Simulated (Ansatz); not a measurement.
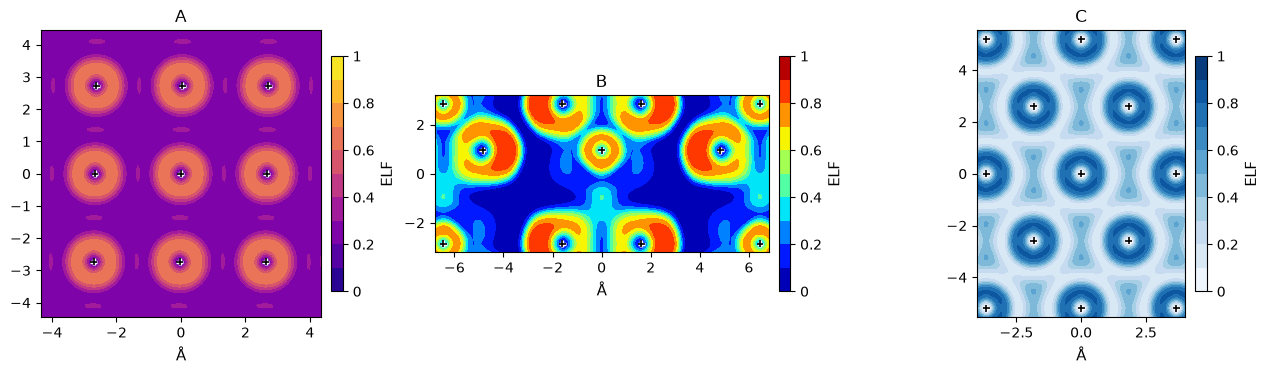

The ELF of 3 systems, each on a plane through atoms (crosses mark nuclei in the plane).

Computed with Ansatz, Kohn-Sham DFT of a periodic cell, PBE, Ansatz PAW.

System 1: Zr, the (110) plane of the conventional cell. Space group Im-3m; computed pressure about −6 GPa in this cell.

```
CELL_PARAMETERS angstrom
3.66764 0.00000 0.00000
0.00000 3.66764 0.00000
0.00000 0.00000 3.66764
ATOMIC_POSITIONS crystal
Zr 0.00000 0.00000 0.00000
Zr 0.50000 0.50000 0.50000
```

System 2: Ru, the (011) plane of the conventional cell. Space group P-1; changed on purpose from its base cell (cell strained at random at fixed volume); computed pressure about −4 GPa in this cell.

```
Ru
1.0
     1.89864    0.01884   -1.87219
     1.89250   -1.89774    0.01270
    -0.05365   -1.93869   -1.90700
Ru
1
Direct
  0.00000 0.50000 0.00000
```

System 3: MoSe$_{2}$, the (110) plane of the conventional cell. Space group P6₃/mmc; not relaxed (largest force 1.1 eV/Å); computed pressure about 8 GPa in this cell.

```
CELL_PARAMETERS angstrom
3.28800 0.00000 0.00000
-1.64400 2.84749 0.00000
0.00000 0.00000 12.90000
ATOMIC_POSITIONS crystal
Mo 0.66667 0.33333 0.75000
Mo 0.33333 0.66667 0.25000
Se 0.66667 0.33333 0.37500
Se 0.33333 0.66667 0.87500
Se 0.66667 0.33333 0.12500
Se 0.33333 0.66667 0.62500
```

Q: Which map belongs to which system?

A: Panel A is system 2, Ru: the plane holds Ru. Ru–Ru (2.67 Å): the ELF is about 0.30 at the midpoint. Panel B is system 3, MoSe$_{2}$: the plane holds Mo and Se. Mo–Se (2.49 Å): the ELF is about 0.50 at the midpoint. Panel C is system 1, Zr: the plane holds Zr. Zr–Zr (3.18 Å): the ELF is about 0.20 at the midpoint; no shared electron pair shows on this line.
